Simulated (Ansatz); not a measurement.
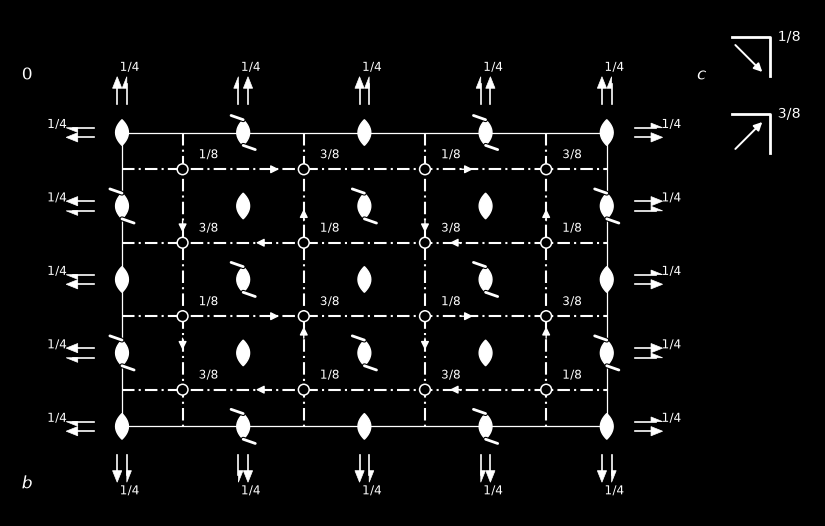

Symmetry elements of a space group, projected down a, computed from the operations of a computed or model structure of composition Mo, which need not be its known form.

Graphical symbols as in the International Tables (origin upper left, heights as fractions; handed screw axes are marked by their printed symbols).

Identify the space group.

Fddd (No. 70, origin choice 1); face-centred orthorhombic, point group mmm, 32 general positions a cell.

List the elements shown.

2₁ axes along a at (0, 1/4), (0, 3/4), (1/4, 0), (1/4, 1/2), (1/2, 1/4), (1/2, 3/4), (3/4, 0), (3/4, 1/2); 2 axes along a at (0, 0), (0, 1/2), (1/4, 1/4), (1/4, 3/4), (1/2, 0), (1/2, 1/2), (3/4, 1/4), (3/4, 3/4); inversion centres at (1/8, 1/8; a height 1/8), (1/8, 3/8; a height 3/8), (1/8, 5/8; a height 1/8), (1/8, 7/8; a height 3/8), (3/8, 1/8; a height 3/8), (3/8, 3/8; a height 1/8), (3/8, 5/8; a height 3/8), (3/8, 7/8; a height 1/8), (5/8, 1/8; a height 1/8), (5/8, 3/8; a height 3/8), (5/8, 5/8; a height 1/8), (5/8, 7/8; a height 3/8), (7/8, 1/8; a height 3/8), (7/8, 3/8; a height 1/8), (7/8, 5/8; a height 3/8), (7/8, 7/8; a height 1/8); d glide planes normal to b, at y = 1/8, 3/8, 5/8, 7/8; d glide planes normal to c, at z = 1/8, 3/8, 5/8, 7/8; a d glide plane normal to a at height 1/8; a d glide plane normal to a at height 3/8; 2 axes along b at heights 0, 1/4; 2 axes along c at heights 0, 1/4; 2₁ axes along b at heights 0, 1/4; 2₁ axes along c at heights 0, 1/4. Heights repeat every half period; positions are (b, c) fractions, modulo 1.
